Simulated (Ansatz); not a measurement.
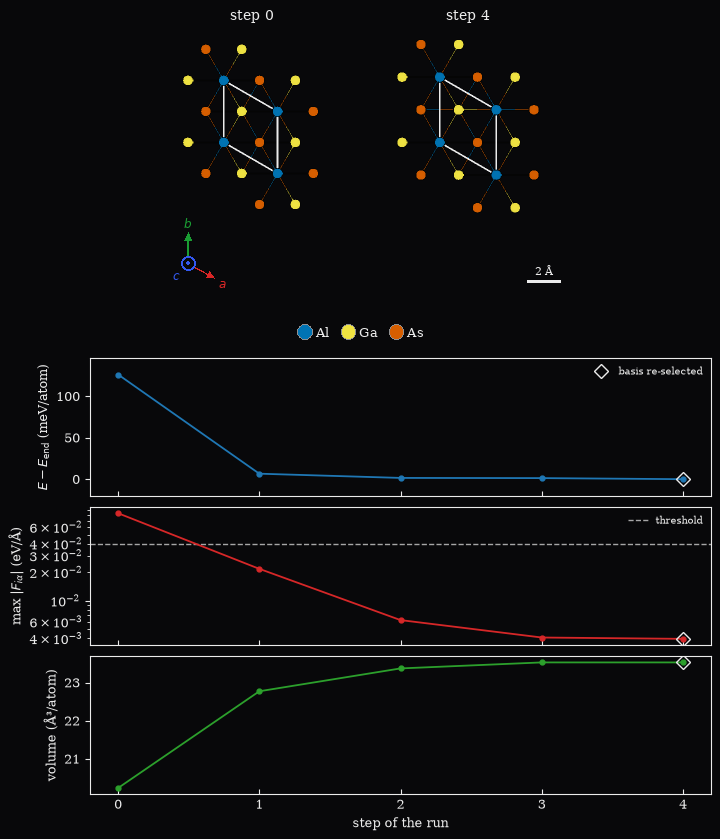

First and last geometry of a relaxation of a crystal of Al2GaAs3 (a generated structure, set up in P3m1) (coarse preliminary run), with the history of the run. Style: ball-and-stick. Shown: the cell of the calculation, along the c axis.

Level of theory: DFT PBE, scalar-relativistic, plane waves, PAW (Ansatz 0.2.0).

Input
```yaml
crystal:
  lattice:
    - [3.85362686, 0.0, 0.0]
    - [-1.92681343, 3.33733876, 0.0]
    - [0.0, 0.0, 9.43941948]
  atoms:
    - { symbol: Al, position: [0.0, 0.0, 0.0] }
    - { symbol: Al, position: [0.66666667, 0.33333333, 0.33333333] }
    - { symbol: Ga, position: [0.33333333, 0.66666667, 0.66666667] }
    - { symbol: As, position: [0.0, 0.0, 0.75] }
    - { symbol: As, position: [0.33333333, 0.66666667, 0.41666667] }
    - { symbol: As, position: [0.66666667, 0.33333333, 0.08333333] }
basis:
  ecutwfc: 420
kpoints:
  mp_grid: { grid: [6, 6, 2] }
hamiltonian:
  xc: pbe
scf:
  occupations: { method: gaussian, width: 0.1 }
  lower_state_search: "off"
output:
  forces: true
  stress: true
  eigenvalues: true
relax:
  adjacent_minimum: "off"
  f_tol: 0.04
  max_steps: 70
  cell: { stress_tol: 0.4 }
```

Launched with:
```bash
ansatz run input.yaml --threads 1 --pin off --max-ram 2560MiB --backend cpu --events-out ev --progress --plain --runs-dir out
```

Question: Did the run converge, and what did it change?

Answer: It converged. Over 3 accepted moves (4 points after the start) the energy falls by 126 meV per atom. Largest force component: 0.084 eV/Å at the start, 0.004 eV/Å at the end. The pressure goes from 13.90 to 0.09 GPa. The SCF was repeated once at an unchanged geometry on a basis and grid sized afresh for the cell, which shifted the energy by 1.3 meV per atom at most. The largest move relative to the cell is that of As5, 0.010 Å along −c. Largest moves by element: As 0.010 Å, Al 0.005 Å, Ga 0.002 Å. The drawn cell changes as follows: a = b 3.854 → 4.055 Å (+5.2 %), c 9.439 → 9.912 Å (+5.0 %); the volume changes by +16.3 %. Near-neighbour distances that change, for instance: Ga3–As4 2.360 → 2.486 Å, Al1–As4 2.360 → 2.476 Å. The space group stays P3m1 (No. 156). The run took 35 s on 1 thread of Arm Neoverse V1 (shared host), peak memory 0.39 GiB.

```tsv
step	E − E(0), meV/atom	largest force component, eV/Å	pressure, GPa	volume, Å³/atom	note
0	0.00	0.0840	13.90	20.233	
1	-119.54	0.0217	2.36	22.772	
2	-124.65	0.0062	0.48	23.371	
3	-124.86	0.0041	0.02	23.529	
4	-126.17	0.0040	0.09	23.529	same geometry, new basis
```
